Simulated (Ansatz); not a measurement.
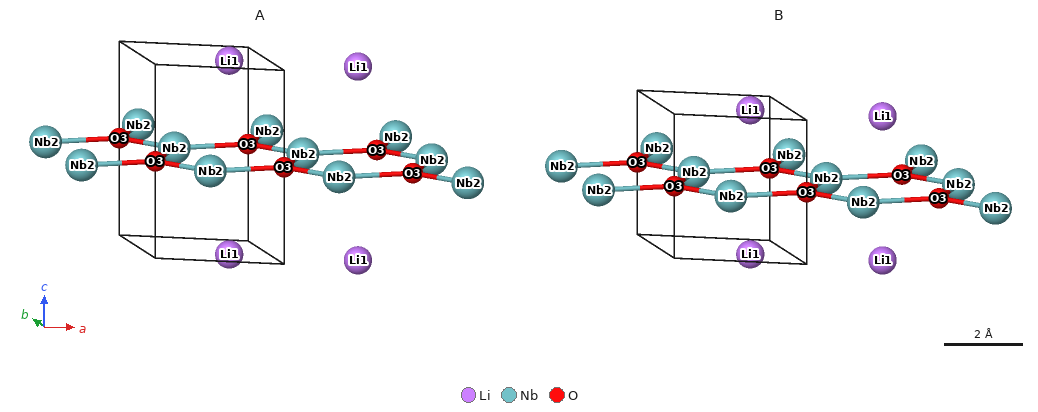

Two geometries of a crystal of LiNbO (a generated structure, set up in P-6m2), drawn at one scale. One is the start of a relaxation, the other its converged end. A ball-and-stick model of the cell of the calculation, repeated 2 × 1 × 1 with one cell outlined, seen slightly off an axis.

Method: DFT PBE, scalar-relativistic, plane waves, PAW in Ansatz 0.2.0. Settings: plane-wave cutoff 420 eV; k-point mesh 18 × 18 × 12; occupations gaussian; smearing width 0.1 eV; no spin polarisation; cell and atoms relaxed; force threshold 0.01 eV/Å; at most 80 steps.

> Which one is relaxed?

Structure A is the relaxed one. No atom moves by more than 0.005 Å relative to the cell. The drawn cell changes as follows: a = b 3.523 → 3.427 Å (−2.7 %), c 3.781 → 5.084 Å (+34.5 %); the volume changes by +27.2 %. Near-neighbour distances that change, for instance: Li1–Nb2 2.777 → 3.222 Å, Nb2–O3 2.034 → 1.979 Å. The space group stays P-6m2 (No. 187). Over 13 accepted moves (17 points after the start) the energy falls by 0.480 eV per cell of the calculation. All forces vanish by symmetry, so only the cell relaxes. The pressure goes from 3.52 to 0.00 GPa. At 4 points the geometry stayed and the basis and grid were re-selected for the new cell (energy shift of 88.0 meV per cell of the calculation at most each time).
